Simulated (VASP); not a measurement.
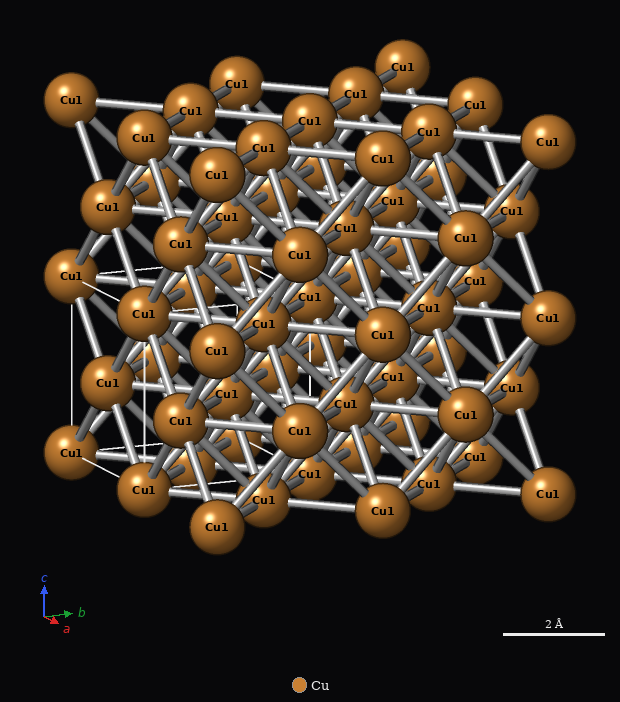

Fig. 1: The structure (ball-and-stick view of the cell 4 times as large as that of the calculation, set on its symmetry axes, repeated 2 × 2 × 2, seen slightly off an axis; atoms are numbered from 1 in the order of the input).

# What a change does: single-point calculation on Cu

System: Cu (1 atom in the cell).
Method of run A: Kohn-Sham DFT of a periodic cell, PBE, VASP PAW PBE potentials, recommended, no spin polarisation (VASP 6.6.1).

The structure derives from an entry of the Crystallography Open Database. 

## INCAR, run A
```
SYSTEM = Cu
ALGO = Fast
EDIFF = 1E-7
ENCUT = 200
GGA = PE
ISIF = 2
ISMEAR = 0
LASPH = .TRUE.
LCHARG = .FALSE.
LREAL = .FALSE.
LWAVE = .FALSE.
NELM = 60
PREC = Accurate
SIGMA = 0.1
```

## KPOINTS, run A
```
k-points
0
G
  14 14 14
  0 0 0
```

## POSCAR, run A
```
Cu
1.0
    0.0000000000      1.8075000000      1.8075000000
    1.8075000000      0.0000000000      1.8075000000
    1.8075000000      1.8075000000      0.0000000000
Cu
1
Direct
    0.0000000000      0.0000000000      0.0000000000
```

Command:
```bash
cat potpaw_PBE.64/Cu/POTCAR > POTCAR
mpirun -np 1 vasp_std > vasp.out
```

Hardware: 1 thread of Intel Xeon (Sapphire Rapids), 64 GiB of memory available, shared host.

## OSZICAR and lines of OUTCAR (run A)
```
N       E                     dE             d eps       ncg     rms          rms(c)
DAV:   1     0.188739456396E+02    0.18874E+02   -0.35414E+03  1954   0.775E+02
DAV:   2    -0.312281252751E+01   -0.21997E+02   -0.21023E+02  1880   0.128E+02
DAV:   3    -0.324137419329E+01   -0.11856E+00   -0.11850E+00  2206   0.118E+01
DAV:   4    -0.324162518739E+01   -0.25099E-03   -0.25099E-03  2088   0.517E-01
DAV:   5    -0.324162629624E+01   -0.11089E-05   -0.11093E-05  2145   0.311E-02    0.984E+00
RMM:   6    -0.220692195936E+01    0.10347E+01   -0.92987E+00  2109   0.475E+01    0.513E+00
RMM:   7    -0.172717333999E+01    0.47975E+00   -0.12986E+00  2064   0.177E+01    0.614E-01
RMM:   8    -0.172858431826E+01   -0.14110E-02   -0.44829E-03  2128   0.929E-01    0.156E-01
RMM:   9    -0.172875639168E+01   -0.17207E-03   -0.60916E-03  2106   0.127E+00    0.138E-01
RMM:  10    -0.172824601988E+01    0.51037E-03   -0.14044E-03  2167   0.543E-01    0.359E-02
RMM:  11    -0.172829025402E+01   -0.44234E-04   -0.60869E-05  2186   0.106E-01    0.748E-03
RMM:  12    -0.172828465804E+01    0.55960E-05   -0.76221E-06  2209   0.334E-02    0.533E-03
RMM:  13    -0.172828488156E+01   -0.22351E-06   -0.34006E-06  2180   0.283E-02    0.259E-03
RMM:  14    -0.172828259285E+01    0.22887E-05   -0.46608E-07  1729   0.774E-03    0.112E-03
RMM:  15    -0.172828291505E+01   -0.32220E-06   -0.64416E-08  1232   0.289E-03    0.997E-04
RMM:  16    -0.172828294060E+01   -0.25551E-07   -0.74465E-08  1147   0.413E-03
   1 F= -.17282829E+01 E0= -.17277795E+01  d E =-.100690E-02
[... from OUTCAR:]
  free energy    TOTEN  =        -1.72828294 eV
  energy without entropy =       -1.72727604  energy(sigma->0) =       -1.72777949
 E-fermi :   7.3363     XC(G=0): -12.6044     alpha+bet :-13.4240
  free  energy   TOTEN  =        -1.7282829406 eV
  energy  without entropy=       -1.7272760435  energy(sigma->0) =       -1.72777949
```

Run B used a changed input.

## The two runs side by side

| quantity | run A | run B |
| --- | --- | --- |
| outcome | converged | converged |
| free energy per atom (eV) | −1.7283 | −3.7336 |
| energy per atom, smearing taken to zero (eV) | −1.7278 | −3.7329 |
| gap on the mesh (eV) | 0.00 | 0.00 |
| pressure (GPa) | −310.54 | 2.64 |
| largest force (eV/Å) | 0.000 | 0.000 |
| SCF iterations | 16 | 15 |
| irreducible k-points | 104 | 104 |
| plane waves at Γ | 82 | 190 |

What was changed in the input?

The change (lines with − go, lines with + come):
```diff
-ENCUT = 200
+ENCUT = 350
```

The free energy of run B is 2005.3 meV per atom lower, which measures how much it depends on this numerical setting. The pressure goes from −310.54 to 2.64 GPa. More plane waves can only lower the energy of a fixed Hamiltonian, so the higher cutoff gives the lower value. The lower cutoff gives the lower pressure, as an incomplete plane-wave basis does (Pulay stress). The SCF takes 15 iterations against 16. The plane waves at Γ go from 82.0 to 190.0. On the same kind of shared host run B took about 1.4 times as long.

## OSZICAR and lines of OUTCAR (run B)
```
N       E                     dE             d eps       ncg     rms          rms(c)
DAV:   1     0.297825668272E+02    0.29783E+02   -0.44909E+03  1912   0.154E+03
DAV:   2    -0.433448075870E+01   -0.34117E+02   -0.32641E+02  1875   0.177E+02
DAV:   3    -0.462687232992E+01   -0.29239E+00   -0.29195E+00  2243   0.233E+01
DAV:   4    -0.462886326434E+01   -0.19909E-02   -0.19908E-02  2324   0.169E+00
DAV:   5    -0.462888789367E+01   -0.24629E-04   -0.24630E-04  2197   0.155E-01    0.763E+00
RMM:   6    -0.406543575694E+01    0.56345E+00   -0.53950E+00  2182   0.568E+01    0.433E+00
RMM:   7    -0.374416481574E+01    0.32127E+00   -0.95438E-01  2164   0.248E+01    0.103E+00
RMM:   8    -0.373486929979E+01    0.92955E-02   -0.28383E-02  2232   0.209E+00    0.290E-01
RMM:   9    -0.373345230779E+01    0.14170E-02   -0.76791E-03  2256   0.225E+00    0.308E-02
RMM:  10    -0.373359103702E+01   -0.13873E-03   -0.11542E-03  2388   0.432E-01    0.169E-02
RMM:  11    -0.373361292944E+01   -0.21892E-04   -0.20091E-04  2272   0.338E-01    0.403E-02
RMM:  12    -0.373359443987E+01    0.18490E-04   -0.67231E-05  2363   0.172E-01    0.258E-03
RMM:  13    -0.373359726013E+01   -0.28203E-05   -0.22249E-05  2425   0.534E-02    0.305E-03
RMM:  14    -0.373359745012E+01   -0.18999E-06   -0.16802E-06  2059   0.170E-02    0.302E-03
RMM:  15    -0.373359752866E+01   -0.78546E-07   -0.21830E-07  1462   0.492E-03
   1 F= -.37335975E+01 E0= -.37329173E+01  d E =-.136040E-02
[... from OUTCAR:]
  free energy    TOTEN  =        -3.73359753 eV
  energy without entropy =       -3.73223712  energy(sigma->0) =       -3.73291733
 E-fermi :   7.5413     XC(G=0): -12.7276     alpha+bet :-13.4240
  free  energy   TOTEN  =        -3.7335975287 eV
  energy  without entropy=       -3.7322371241  energy(sigma->0) =       -3.73291733
```

For run A: The cell is under a tension of 311 GPa at this level, so it is not at its equilibrium volume.
